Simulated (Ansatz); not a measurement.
```cif
data_structure
_symmetry_space_group_name_H-M 'P 1'
_symmetry_Int_Tables_number 1
_cell_length_a 3.7670
_cell_length_b 3.7670
_cell_length_c 5.6286
_cell_angle_alpha 90.000
_cell_angle_beta 90.000
_cell_angle_gamma 120.000
_cell_volume 69.17
loop_
_atom_site_label
_atom_site_type_symbol
_atom_site_fract_x
_atom_site_fract_y
_atom_site_fract_z
_atom_site_occupancy
Y1 Y 0.33333 0.66667 0.25000 1
Y2 Y 0.66667 0.33333 0.75000 1
```

Space group P6₃/mmc.

Theory: DFT r2SCAN, scalar-relativistic, plane waves, PAW (Ansatz).

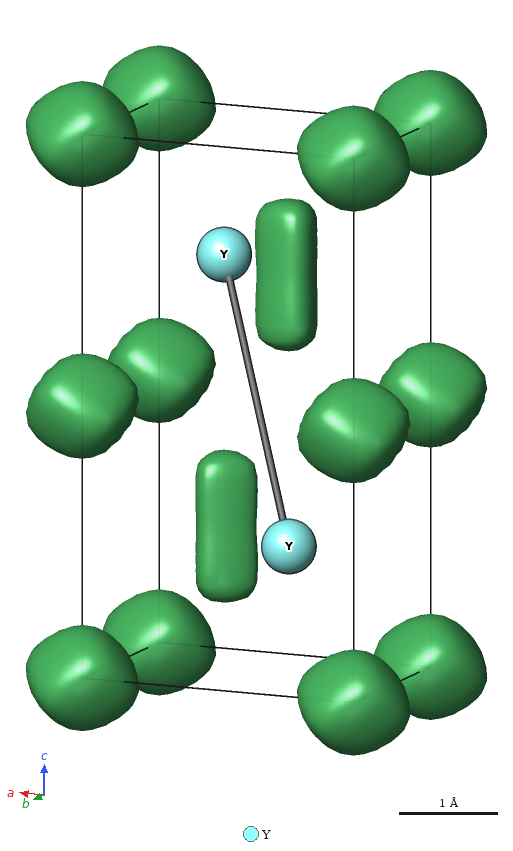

Y. Isosurface of the electron localisation function at 0.7 (green), seen at an oblique angle. Core shells and regions of very low density are left out. Sticks mark near contacts.

Core electrons are frozen (PAW), and the valence fields are smoothed inside the atomic spheres.

Q: Identify the bonds, lone pairs and shells in this picture.

A: The surface consists of four pockets between the atoms, centred on no nucleus (multi-centre or interstitial), counted in one cell of 2 atoms. Regions shared between cells count once. There are no localised bonds or lone pairs at this value.

Values along the shortest contacts:
Y–Y (3.56 Å): the ELF is about 0.20 at the midpoint: no shared electron pair shows on this line. Y–Y (3.77 Å): the ELF is about 0.30 at the midpoint; no localised pair shows between them.

Q: Does the calculation give a band gap?

A: It is gapless in this calculation (a metal or semimetal).
